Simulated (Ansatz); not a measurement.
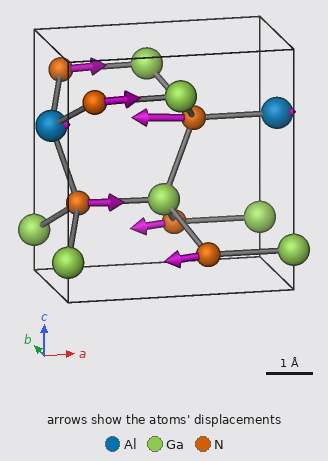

One vibrational mode of a crystal of AlGa$_{3}$N$_{4}$ at the zone centre. Displacements are drawn as purple arrows; their common scale and sign are arbitrary. A ball-and-stick model of the cell of the calculation, seen slightly off an axis.

The calculation used Ansatz 0.2.0, DFT LDA, scalar-relativistic, plane waves, PAW.

Input
```yaml
crystal:
  lattice:
    - [5.097483847, 0.0, 0.0001287664]
    - [0.0, 3.1359407985, 0.0]
    - [-0.0035455337, 0.0, 5.4274776796]
  atoms:
    - { symbol: Al, position: [0.0006118723, 0.5, 0.6673714143] }
    - { symbol: Ga, position: [0.4990236128, 0.5, 0.3348525174] }
    - { symbol: Ga, position: [0.4989968847, 0.0, 0.831604238] }
    - { symbol: Ga, position: [0.9996697826, 0.0, 0.1661969677] }
    - { symbol: "N", position: [0.1198316507, 0.5, 0.3397769326] }
    - { symbol: "N", position: [0.1179218688, 0.0, 0.8267016757] }
    - { symbol: "N", position: [0.6205701432, 0.0, 0.1662389122] }
    - { symbol: "N", position: [0.6309741949, 0.5, 0.6672583421] }
basis:
  ecutwfc: 420
kpoints:
  mp_grid: { grid: [6, 8, 6] }
hamiltonian:
  xc: lda
scf:
  occupations: { method: fixed }
output:
  eigenvalues: true
phonons:
  method: dfpt
  dielectric: true
  rigid_motions: translations
  eigenvectors: true
```

Command:
```bash
ansatz run input.yaml --threads 4 --pin off --max-ram 12288MiB --backend cpu --events-out ev --progress --plain --runs-dir out
```

Frequencies are those without the non-analytic (LO–TO) term.

Q: Give the symmetry, activity and frequency of this mode.

A: This is the A′ mode at 707 cm⁻¹, optical level 19 of 20, counted from below, infrared- and Raman-active by symmetry. The Ga atoms hardly move; it stretches the shortest Al–N bonds (1.88 Å); the kinetic energy is shared as N 99 %, Al 1 %. Its infrared intensity is 0.72 (D/Å)²/amu.
